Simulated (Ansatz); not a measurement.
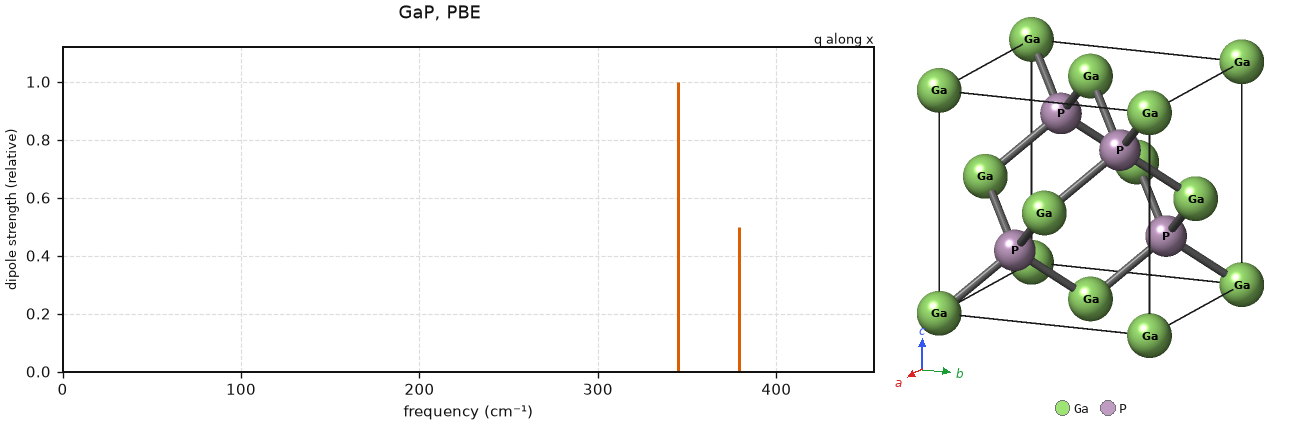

The plot gives the computed polar optical modes, transverse and longitudinal, approaching the zone centre along x for GaP, space group F-43m (No. 216). The spectrum is scaled to its strongest line. The conventional cell is drawn beside the plot.

The given structure:
```xyz
2
Lattice="0.0000 2.7530 2.7530 2.7530 0.0000 2.7530 2.7530 2.7530 0.0000" Properties=species:S:1:pos:R:3 pbc="T T T"
Ga    0.0000    0.0000    0.0000
P     1.3765    1.3765    1.3765
```

Computed with Ansatz 0.2.0: optical phonons of an insulator on the approach to the zone centre along x, y and z with the field of polar modes, imaginary frequencies are negative, field response on a mesh refined by the program; plane waves with PAW datasets. Level: PBE, no spin polarisation.

wave cutoff 420 eV; k mesh 8×8×8; occupations fixed; pressure 0 GPa.

Question: Which of the stronger lines are transverse and which longitudinal?

Answer: The transverse (TO, twofold) lines lie at 344.7 and the longitudinal (LO) ones at 379.2 cm⁻¹, the same along x, y and z by the cubic symmetry.

Limits of the calculation: field response not converged on the k mesh.

The computed values:

```json
{"at": "x", "frequency (cm⁻¹)": "344.7", "degeneracy": "2", "dipole strength ((D/Å)²/amu)": "10.4"}
{"at": "x", "frequency (cm⁻¹)": "379.2", "degeneracy": "1", "dipole strength ((D/Å)²/amu)": "5.19"}
```
